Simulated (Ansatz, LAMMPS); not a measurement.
# Squeezing and shearing In2O3 with crystalline order left by the classical run (60 atoms): runs compared

How stiff is In2O3 with crystalline order left by the classical run (60 atoms)?

Computed with Ansatz 0.2.0: Kohn-Sham DFT, revPBE, PAW (set soft_1), plane waves.

### Step 1. The cell as built

The cell holds 60 atoms: 24 In and 36 O. Its edges and angles: a = 9.407 Å, b = 9.407 Å, c = 9.407 Å, α = 90.0°, β = 90.0°, γ = 90.0°. 60 atoms (24 Sc, 36 O) placed at random at 3.63 g/cm³, melted at 5000 K for 10 ps at fixed volume with the Morse and Coulomb pair potential with partial charges (Pedone, Malavasi, Menziani, Cormack and Segre, J. Phys. Chem. B 110, 11780 (2006)). Quenched from 5000 K to 300 K at 20 K/ps and fixed volume, held 10 ps at zero pressure, then minimised at fixed cell. Then Sc was replaced by In and the cell scaled by 1.038 (the potential has no terms for the new elements, so the cell is a start for a DFT relaxation).

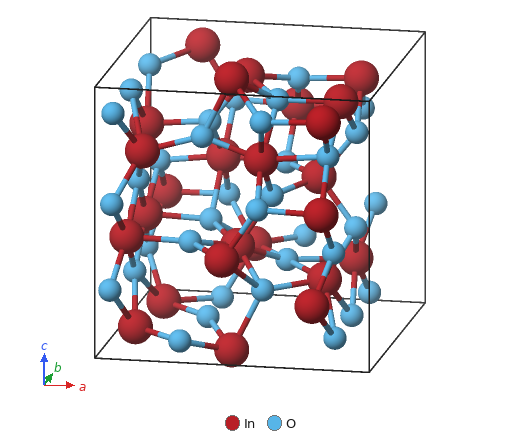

The cell as built. Some periodic images of atoms are drawn too.

What the set-up can't give: The quench rate of 20 K/ps far exceeds what a furnace or splat quench reaches, so expect more defects and frozen-in strain than in a real sample. The starting topology of bonds comes from the classical model, and needn't be the one that DFT or experiment would give.

### Step 2. The reference run

The reference is a single point at the end of the relaxation.

Every strained cell starts from the geometry of this run, and its atoms are relaxed with the cell held.

Its input, with most atom lines left out:

```yaml
crystal:
  lattice:
    - [9.31895, -0.07936, -0.12759]
    - [-0.07936, 9.51047, 0.06616]
    - [-0.12759, 0.06616, 9.54591]
  atoms:
    - { symbol: In, position: [0.55294, 0.88253, 0.74941] }
    - { symbol: In, position: [0.79534, 0.01899, 0.22958] }
    - { symbol: In, position: [0.43901, 0.40983, 0.315] }
    - { symbol: In, position: [0.81468, 0.03621, 0.56465] }
    - { symbol: In, position: [0.54782, 0.24161, 0.69054] }
    - { symbol: In, position: [0.69531, 0.56246, 0.55488] }
    - { symbol: In, position: [0.13289, 0.55723, 0.08123] }
    [... atom lines 8 to 60 left out ...]
kpoints:
  mp_grid: { grid: [2, 2, 2] }
hamiltonian:
  xc: revpbe
  pseudopotentials: { kind: paw, azcp: { folder: soft_1 } }
scf:
  occupations: { method: gaussian, width: 0.025 }
output:
  forces: true
  stress: true
  populations: true
  dos:
    method: { smearing: { sigma: 0.08 } }
    de: 0.1
    projected: { site_lists: { In: [In], O: [O] } }
  eigenvalues: true
  write_density: true
  write_potential: true
  volumetric_format: npy
  elf: true
```

- free energy per atom: -2582.7027 eV/atom
- r.m.s. force component: 0.00205 eV/Å
- pressure: -0.001628 GPa

Filled and empty levels are parted by 0.218 eV (on the run's k-points); a semilocal functional tends to put such gaps too low. In a disordered cell it changes from sample to sample, and tail or defect levels can set it.

### Step 3. The runs

Each row is one run, on 16 threads of Arm Neoverse V1, shared host. The free energy is the program's total, comparable only between runs with the same functional, potentials and atoms.

| run | atoms | outcome | ionic steps, all passes | free energy (eV) | time | host memory (GiB) |
| --- | --- | --- | --- | --- | --- | --- |
| Single point at the start | 60 | converged | - | -154961.112 | 37 s | 8.5 |
| Cell and atoms relaxed | 60 | converged | 9 | -154962.160 | 3.1 min | 8.7 |
| Single point at the relaxed geometry | 60 | converged | - | -154962.160 | 44 s | 8.5 |
| Volume -3 % | 60 | converged | 4 | -154961.920 | 95 s | 8.4 |
| Volume +3 % | 60 | converged | 6 | -154961.960 | 2.4 min | 8.9 |
| Volume -6 % | 60 | converged | 12 | -154961.441 | 4.1 min | 8.2 |
| Volume +6 % | 60 | converged | 19 | -154961.959 | 7.7 min | 9.2 |
| Volume -10 % | 60 | converged | 13 | -154959.559 | 4.3 min | 7.9 |
| Stretched by 1 % along x | 60 | converged | 3 | -154962.114 | 73 s | 8.7 |
| Compressed by 1 % along x | 60 | converged | 3 | -154962.113 | 69 s | 8.5 |
| Sheared by 2 % in xy | 60 | converged | 3 | -154962.124 | 67 s | 8.6 |

In some runs the program notes that the SCF threshold is loose for the stress.

### Step 4. Pressure against volume

Atoms are relaxed at each volume, in the scaled cell.

| volume change (%) | volume (Å³/atom) | energy change (meV/atom) | pressure (GPa) | largest move on relaxing (Å) | bonds |
| --- | --- | --- | --- | --- | --- |
| -10 | 12.687 | 43.35 | 11.96 | 1.03 | 144 |
| -6 | 13.250 | 11.98 | 6.13 | 1.03 | 140 |
| -3 | 13.673 | 4.00 | 3.13 | 0.12 | 138 |
| +0 | 14.096 | 0.00 | 0.00 | - | 137 |
| +3 | 14.519 | 3.33 | -2.35 | 0.19 | 135 |
| +6 | 14.942 | 3.35 | -2.66 | 1.07 | 129 |

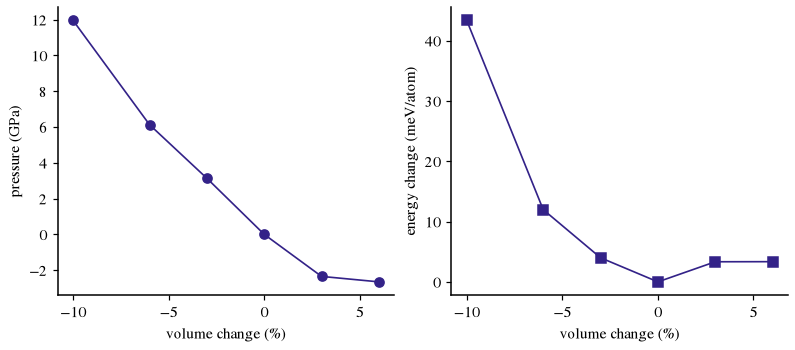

Pressure and energy against volume.

### Step 5. Uniaxial strain and shear

Stress (GPa, compression positive) less that of the relaxed cell, atoms relaxed:

| strain | xx | yy | zz | xy | energy change (meV/atom) |
| --- | --- | --- | --- | --- | --- |
| stretched by 1 % along x | -1.761 | -0.692 | -0.775 | 0.003 | 0.77 |
| compressed by 1 % along x | 1.869 | 0.741 | 0.825 | -0.001 | 0.79 |
| sheared by 2 % in xy | 0.010 | -0.010 | 0.036 | -0.700 | 0.60 |

### Step 6. Outcome

The bulk modulus, from the slope of pressure against ln V over the three points nearest the relaxed volume, is 91.4 GPa; between neighbouring points the slope runs 134, 95, 103, 79 and 11 GPa from the smallest volume up, without a steady fall, so no pressure derivative is given. The count of bonds runs from 129 to 144 over the series, so at some points contacts cross the cutoffs. At -10 %, -6 % and +6 % some atom moved by over 0.5 Å on relaxing, so those points may sit in another local minimum. In the Cartesian axes of the cell, finite differences give C11 = 181, C12 = 71.7, C13 = 80.0 and C66 = 35.0 GPa (the shear of 2 % is the engineering strain, εxy = 0.01). The mean of C11, C12 and C13, which equals the bulk modulus in a cubic or isotropic solid, is 111 GPa: it lies 21 % over the bulk modulus from the volumes. For an isotropic solid C66 would equal (C11 − C12)/2 = 54.9 GPa; so small a sample needn't be isotropic, and C66 rests on one shear. The two differ too much for isotropic moduli to be formed.

**Limits.** Strains are finite and relaxations stop at the force tolerance of the input, which can leave moduli too stiff; they are those of a static cell at zero temperature. Volumes are changed with the cell's shape held, so in an anisotropic solid the modulus lies over the one under free hydrostatic load. The program notes that the SCF threshold of the relaxations is loose for the stress.

The DFT runs together took 28 min of wall time.

[Logs are printed without paths, hosts, clocks, repeated set-up lines and the standing remarks that a program may print on its own settings, such as how far it seeks lower states.]

[Hosts, paths, dates, database ids (printed as entryN), source tags and the programs' standing remarks are cut or masked in the printed files.]
